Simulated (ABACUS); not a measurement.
Geometry relaxation, with input and output: Ir (part 2 of 2)

The same run, continued: Ir (Fm-3m, 1 atom in the cell); Kohn-Sham DFT of a periodic cell, M06-L, SG15 ONCV 1.2 PBE, no spin polarisation (ABACUS 3.10.1); cutoff 1074.85 eV, 8×8×8 k-mesh, fermi-dirac of 0.05 eV. The structure derives from an entry of the Crystallography Open Database.

Geometry of the input (Å; fractional positions):
```
0.0000  1.9156  1.9156
1.9156  0.0000  1.9156
1.9156  1.9156  0.0000
Ir 0.0000  0.0000  0.0000
```

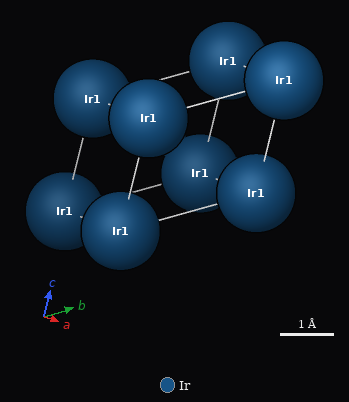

The geometry at step 1 of the log (spheres-only view of the cell of the calculation, seen slightly off an axis; atoms are numbered from 1 in the order of the input).

What the program printed, continued
```
----------------------------------------------------------
     Energy           Rydberg                 eV
----------------------------------------------------------
 E_KohnSham     -212.4990254232      -2891.1975652020
 E_Harris       -213.1906694834      -2900.6078654095
 E_Fermi        1.9148845786         26.0533412816
----------------------------------------------------------

 PW ALGORITHM --------------- ION=   1  ELEC=   2--------------------------------

 Density error is 0.0102864534765
                          Error Threshold = 0.000132869766982
----------------------------------------------------------
     Energy           Rydberg                 eV
----------------------------------------------------------
 E_KohnSham     -212.5117029374      -2891.3700516320
 E_Harris       -211.6835992609      -2880.1031230973
 E_Fermi        1.8458165635         25.1136227261
----------------------------------------------------------

 PW ALGORITHM --------------- ION=   1  ELEC=   3--------------------------------

 Density error is 0.000365118855275
                          Error Threshold = 6.05085498621e-05
----------------------------------------------------------
     Energy           Rydberg                 eV
----------------------------------------------------------
 E_KohnSham     -212.5087663173      -2891.3300968663
 E_Harris       -212.4777103831      -2890.9075592035
 E_Fermi        1.8646391570         25.3697172488
----------------------------------------------------------

 PW ALGORITHM --------------- ION=   1  ELEC=   4--------------------------------

 Density error is 0.000382739512788
                          Error Threshold = 2.14775797221e-06
----------------------------------------------------------
     Energy           Rydberg                 eV
----------------------------------------------------------
 E_KohnSham     -212.5095815528      -2891.3411887142
 E_Harris       -212.6686280735      -2893.5051276422
 E_Fermi        1.8661602970         25.3904134204
----------------------------------------------------------

 PW ALGORITHM --------------- ION=   1  ELEC=   5--------------------------------

 Density error is 1.49427802079e-05
                          Error Threshold = 2.14775797221e-06
----------------------------------------------------------
     Energy           Rydberg                 eV
----------------------------------------------------------
 E_KohnSham     -212.5095991936      -2891.3414287290
 E_Harris       -212.4978810411      -2891.1819950845
 E_Fermi        1.8615013705         25.3270254731
----------------------------------------------------------

 PW ALGORITHM --------------- ION=   1  ELEC=   6--------------------------------

 Density error is 5.73597064717e-06
                          Error Threshold = 8.78987071055e-08
----------------------------------------------------------
     Energy           Rydberg                 eV
----------------------------------------------------------
 E_KohnSham     -212.5096198246      -2891.3417094281
 E_Harris       -212.4892947102      -2891.0651720597
 E_Fermi        1.8608242295         25.3178124979
----------------------------------------------------------

 PW ALGORITHM --------------- ION=   1  ELEC=   7--------------------------------

 Density error is 3.05934457497e-08
                          Error Threshold = 3.37410038069e-08
----------------------------------------------------------
     Energy           Rydberg                 eV
----------------------------------------------------------
 E_KohnSham     -212.5096190261      -2891.3416985648
 E_Harris       -212.5099069900      -2891.3456165139
 E_Fermi        1.8613952038         25.3255810020
----------------------------------------------------------

 PW ALGORITHM --------------- ION=   1  ELEC=   8--------------------------------

 Density error is 3.82116639869e-09
                          Error Threshold = 1.79961445586e-10
----------------------------------------------------------
     Energy           Rydberg                 eV
----------------------------------------------------------
 E_KohnSham     -212.5096191725      -2891.3417005556
 E_KS(sigma->0) -212.5091187781      -2891.3348923405
 E_Harris       -212.5100691712      -2891.3478231026
 E_band         -7.7810514435        -105.8666360632
 E_one_elec     -40.1847870457       -546.7420767378
 E_Hartree      30.6226516435        416.6425502206
 E_xc           -21.1757985863       -288.1115204745
 E_Ewald        -181.7706843952      -2473.1170371338
 E_entropy(-TS) -0.0010007888        -0.0136164301
 E_descf        0.0000000000         0.0000000000
 E_exx          0.0000000000         0.0000000000
 E_Fermi        1.8614326759         25.3260908362
----------------------------------------------------------

 charge density convergence is achieved
 final etot is -2891.3417006 eV
 EFERMI = 25.326090836 eV

 STATE ENERGY(eV) AND OCCUPATIONS    NSPIN == 1
 1/8 kpoint (Cartesian) = 0.0000 0.0000 0.0000 (1139 pws)
       1       -70.2307     0.00390625
       2       -25.7442     0.00390625
       3       -25.7442     0.00390625
       4       -25.7442     0.00390625
       5        14.4440     0.00390625
       6        21.4987     0.00390625
       7        21.4987     0.00390625
       8        21.4987     0.00390625
       9        24.1288     0.00390625
      10        24.1288     0.00390625
      11        39.0067        0.00000
      12        44.5429        0.00000
      13        44.5429        0.00000

 2/8 kpoint (Cartesian) = 0.032405 0.032405 0.032405 (1167 pws)
       1       -70.2221      0.0312500
       2       -25.8528      0.0312500
       3       -25.7593      0.0312500
       4       -25.7593      0.0312500
       5        15.1092      0.0312500
       6        21.1813      0.0312500
       7        21.7553      0.0312500
       8        21.7553      0.0312500
       9        23.9827      0.0312500
      10        23.9827      0.0312500
      11        40.0886        0.00000
      12        41.8529        0.00000
      13        45.6638        0.00000

 3/8 kpoint (Cartesian) = 0.064809 0.064809 0.064809 (1152 pws)
       1       -70.2011      0.0312500
       2       -26.1101      0.0312500
       3       -25.7955      0.0312500
       4       -25.7955      0.0312500
       5        16.6301      0.0312500
       6        20.9849      0.0312500
       7        21.9213      0.0312500
       8        21.9213      0.0312500
       9        24.2909      0.0312500
      10        24.2909      0.0312500
      11        38.4766        0.00000
      12        41.5819        0.00000
      13        48.5438        0.00000

 4/8 kpoint (Cartesian) = 0.097214 0.097214 0.097214 (1155 pws)
       1       -70.1800      0.0312500
       2       -26.3610      0.0312500
       3       -25.8316      0.0312500
       4       -25.8316      0.0312500
       5        17.4007      0.0312500
       6        21.5668      0.0312500
       7        21.5668      0.0312500
       8        22.6466      0.0312500
       9        25.4674     0.00174801
      10        25.4674     0.00174801
      11        35.1050    3.59889e-87
      12        39.4433        0.00000
      13        46.6580        0.00000

 5/8 kpoint (Cartesian) = 0.12962 0.12962 0.12962 (1158 pws)
       1       -70.1713      0.0156250
       2       -26.4631      0.0156250
       3       -25.8464      0.0156250
       4       -25.8464      0.0156250
       5        17.4201      0.0156250
       6        21.3719      0.0156250
       7        21.3719      0.0156250
       8        24.4981      0.0156250
       9        26.1418    1.28377e-09
      10        26.1418    1.28377e-09
      11        32.6948    1.54913e-66
      12        38.3729        0.00000
      13        44.9868        0.00000

 6/8 kpoint (Cartesian) = 0.0000 0.0000 0.064809 (1155 pws)
       1       -70.2192      0.0234375
       2       -25.8493      0.0234375
       3       -25.7840      0.0234375
       4       -25.7840      0.0234375
       5        15.3336      0.0234375
       6        20.8534      0.0234375
       7        22.0057      0.0234375
       8        22.0057      0.0234375
       9        23.3811      0.0234375
      10        24.3885      0.0234375
      11        40.5271        0.00000
      12        42.6977        0.00000
      13        44.8673        0.00000

[... levels at 2 further k points ...]

------------------------------------------------------------------------------------------
 TOTAL-FORCE (eV/Angstrom)
------------------------------------------------------------------------------------------
                       Ir1         0.0000000000         0.0000000000         0.0000000000
------------------------------------------------------------------------------------------

----------------------------------------------------------------
 TOTAL-STRESS (KBAR)
----------------------------------------------------------------
        -0.9717186442        -0.0000000000        -0.0000000000
        -0.0000000000        -0.9717186442        -0.0000000000
        -0.0000000000         0.0000000000        -0.9717186442
----------------------------------------------------------------
 TOTAL-PRESSURE: -0.971719 KBAR

 --------------------------------------------
 !FINAL_ETOT_IS -2891.3417005555652395 eV
 --------------------------------------------
```

Standard output
```
ABACUS v3.10.1

               Atomic-orbital Based Ab-initio Computation at UStc

 dft_functional readin is: MGGA_X_M06_L+MGGA_C_M06_L
 dft_functional in pseudopot file is: PBE
 Please make sure this is what you need

%%%%%%%%%%%%%%%%%%%%%%%%%%%%%%%%%%%%%%%%%%%%%%%%%%%%%%%%%%%%%%%%%%%%%%%%%%%%%%%%%%%%%%%%%%%%%%%%%%%%%%%%%
 Warning: the number of valence electrons in pseudopotential > 9 for Ir: [Xe] 4f14 5d7 6s2
 Pseudopotentials with additional electrons can yield (more) accurate outcomes, but may be less efficient.
 If you're confident that your chosen pseudopotential is appropriate, you can safely ignore this warning.
%%%%%%%%%%%%%%%%%%%%%%%%%%%%%%%%%%%%%%%%%%%%%%%%%%%%%%%%%%%%%%%%%%%%%%%%%%%%%%%%%%%%%%%%%%%%%%%%%%%%%%%%%

 UNIFORM GRID DIM        : 30 * 30 * 30
 UNIFORM GRID DIM(BIG)   : 30 * 30 * 30
func,idMGGA_X_M06_L 203
func,idMGGA_C_M06_L 233
 ---------------------------------------------------------
 Self-consistent calculations for electrons
 ---------------------------------------------------------
 SPIN    KPOINTS         PROCESSORS  THREADS
 1       29              4           4
 ---------------------------------------------------------
 Use plane wave basis
 ---------------------------------------------------------
 ELEMENT NATOM       XC
 Ir      1
 ---------------------------------------------------------
 Initial plane wave basis and FFT box
 ---------------------------------------------------------
 -------------------------------------------
 SELF-CONSISTENT :
 -------------------------------------------
 START CHARGE      : atomic
 ITER       ETOT/eV          EDIFF/eV         DRHO         DKIN     TIME/s
 DA1     -2.89119757e+03   0.00000000e+00   2.2588e-02   3.9546e-01   2.36
 DA2     -2.89137005e+03  -1.72486430e-01   1.0286e-02   2.2470e-01   0.85
 DA3     -2.89133010e+03   3.99547658e-02   3.6512e-04   9.8601e-03   0.71
 DA4     -2.89134119e+03  -1.10918480e-02   3.8274e-04   2.7262e-02   0.91
 DA5     -2.89134143e+03  -2.40014773e-04   1.4943e-05   5.2153e-03   0.80
 DA6     -2.89134171e+03  -2.80699069e-04   5.7360e-06   4.2992e-03   0.87
 DA7     -2.89134170e+03   1.08633134e-05   3.0593e-08   1.8257e-04   0.73
 DA8     -2.89134170e+03  -1.99079759e-06   3.8212e-09   1.2272e-04   0.96
----------------------------------------------------------------
 TOTAL-STRESS (KBAR)
----------------------------------------------------------------
        -0.9717186442        -0.0000000000        -0.0000000000
        -0.0000000000        -0.9717186442        -0.0000000000
        -0.0000000000         0.0000000000        -0.9717186442
----------------------------------------------------------------
 TOTAL-PRESSURE: -0.971719 KBAR
```

Trajectory as extended XYZ (Å, eV, eV/Å), 3 frames, from step=0 to step=2
```
1
Lattice="0.0000 1.9156 1.9156 1.9156 0.0000 1.9156 1.9156 1.9156 0.0000" Properties=species:S:1:pos:R:3:forces:R:3 step=0 energy=-2891.33404 pressure_GPa=7.71
Ir    0.0000    0.0000    0.0000    0.0000   0.0000   0.0000
1
Lattice="0.0000 1.9342 1.9342 1.9342 0.0000 1.9342 1.9342 1.9342 0.0000" Properties=species:S:1:pos:R:3:forces:R:3 step=1 energy=-2891.34082 pressure_GPa=-3.10
Ir    0.0000    0.0000    0.0000    0.0000   0.0000   0.0000
1
Lattice="-0.0000 1.9287 1.9287 1.9287 0.0000 1.9287 1.9287 1.9287 -0.0000" Properties=species:S:1:pos:R:3:forces:R:3 step=2 energy=-2891.34170 pressure_GPa=-0.10
Ir    0.0000    0.0000    0.0000    0.0000   0.0000   0.0000
```

Results in brief

| quantity | value |
| --- | --- |
| outcome | converged |
| space group (tolerance 0.01 Å) | Fm-3m (225) |
| electrons treated | 17 |
| free energy | −2891.3417 eV |
| Fermi energy | 25.326 eV |
| gap on the k-point mesh | none (metallic) |
| pressure | −0.10 GPa |
| final volume | 14.35 Å³ |
| largest force (length of the vector) at the end | under 0.001 eV/Å |
| final cell | a = 2.728 Å, b = 2.728 Å, c = 2.728 Å, α = 60.00°, β = 60.00°, γ = 60.00° |
| wall time | 27 s (CPU time 1.8 min) |
| peak memory | 0.36 GiB |

Notes

Spin–orbit coupling is left out, which matters for Ir.
